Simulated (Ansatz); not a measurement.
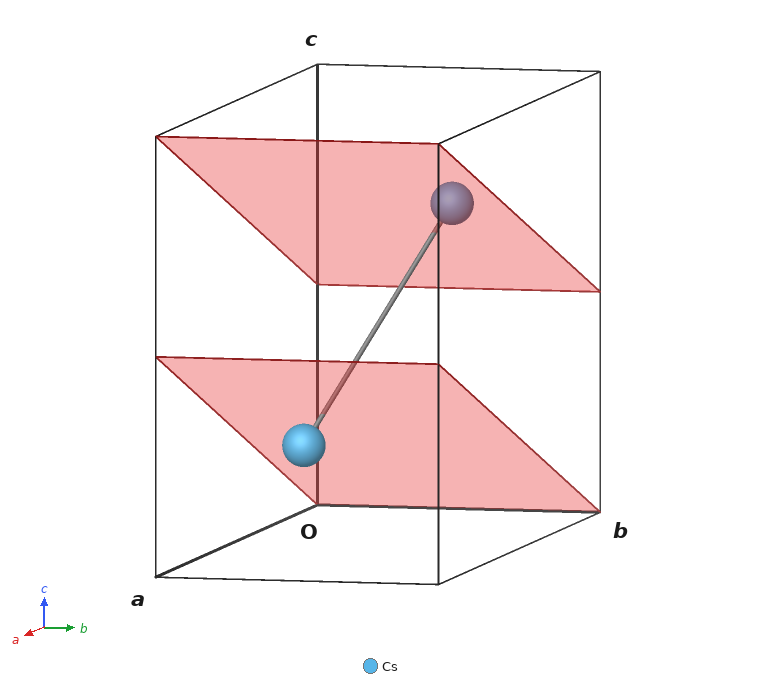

Crystal: Cs, coordinates from a relaxation at fixed volume with DFT PBE, spin-orbit coupling, plane waves, PAW (Ansatz); the starting structure was generated, so it need not be a known form of this composition. Every member of one family of equally spaced planes, hx + ky + lz = a whole number, that cuts the unit cell is shaded (one member passes through the origin O). The drawing is computed from the coordinates (standard cell, symmetry found to 0.002 Å).

a = 5.397 Å, b = 5.397 Å, c = 8.815 Å, α = 90.00°, β = 90.00°, γ = 120.00°.

**Index the planes.**

(1 0 −2), in four indices (1 0 −1 −2); the opposite sign names the same planes. The member next to the origin meets the axes a at 1, b never, c at −1/2.

**What is the spacing?**

d = 3.206 Å.

**Which atoms of the cell lie in these planes (within 0.03 Å)?**

No atom.

**The space group is P6_3/mmc (No. 194). How many reflections hkl are equivalent to this one (itself included), and does it occur?**

12 reflections are equivalent in the Laue class 6/mmm. The space group allows the reflection.
